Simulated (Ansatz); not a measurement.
Consider SnO.

```
CELL_PARAMETERS angstrom
3.72822 0.00000 0.00000
0.00000 5.31247 0.00000
0.00000 0.00000 3.63243
ATOMIC_POSITIONS crystal
Sn 0.00000 0.23451 0.52699
Sn 0.50000 0.76549 0.02699
O 0.00000 0.88361 0.72301
O 0.50000 0.11639 0.22301
```

Space group Pmn2₁; a structure from a database of computed crystals, not necessarily the ambient phase; not relaxed (largest force 1.5 eV/Å); computed pressure about 4 GPa in this cell.

The calculation used DFT PBE+D3(BJ), scalar-relativistic, plane waves, PAW (Ansatz 0.2.0).

### What can the converged valence pseudo-density and electron localisation function tell about the bonding?

Sn–O (2.00 Å): ρ at the midpoint is about 0.77 e/Å³; the ELF peaks at about 0.80 in the valence shell of O, 0.6 Å from its nucleus, and is about 0.25 at the midpoint; no localised pair shows between them.

### Metal or insulator at this level of theory?

It is gapped, with a Kohn–Sham gap of 1.1 eV on the k-point mesh, an upper bound to the gap of this method.

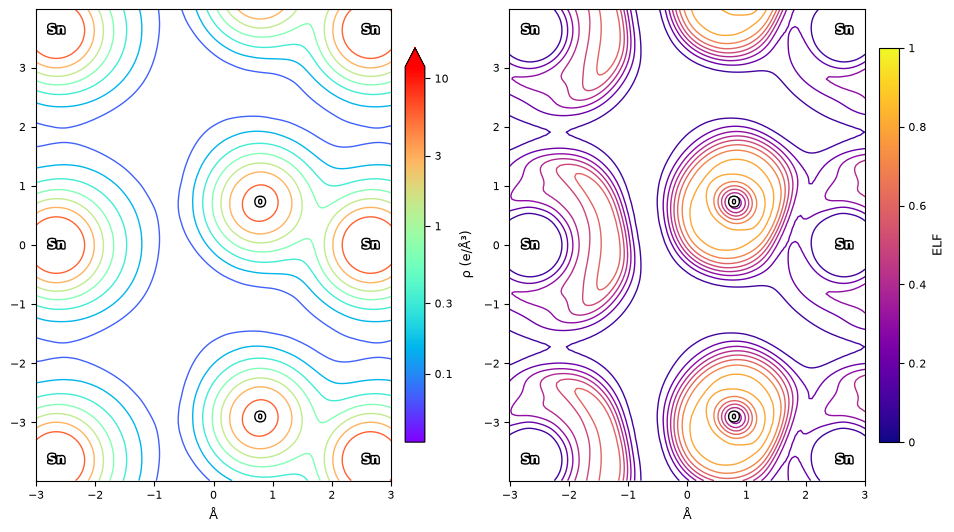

Computed valence pseudo-density and electron localisation function on the (100) plane of the conventional cell, in this order. 

Core electrons are frozen (PAW), and the valence fields are smoothed inside the atomic spheres.
